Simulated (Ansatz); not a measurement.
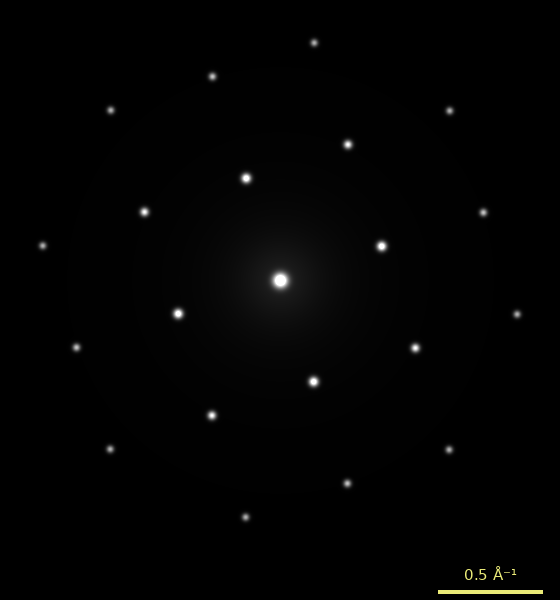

Simulated selected-area electron diffraction pattern (300 kV, kinematic approximation, thin crystal, B = 0.5 Å² for all atoms).

It belongs to Ir, space group Fm-3m (No. 225), a = 3.87 Å. Structure: coordinates from a relaxation with DFT PBE, scalar-relativistic, plane waves, PAW (Ansatz 0.2.0); the starting structure was generated, so it need not be a known form of this composition.

| atom | site | symmetry | x | y | z |
| --- | --- | --- | --- | --- | --- |
| Ir | 4b | m-3m | 0.5000 | 0.0000 | 0.0000 |

### Which low-index zone axis gives this pattern?

The spots form a square net with both shortest vectors at d = 1.94 Å, 90.0° apart. They index as 2 0 0 and 0 2 0, so the zone axis is [001] (or an equivalent direction of <001>).

### Which reflections of this zone are missing, and why?

The lattice centring (F) removes all reflections that break h + k = 2n, h + l = 2n.
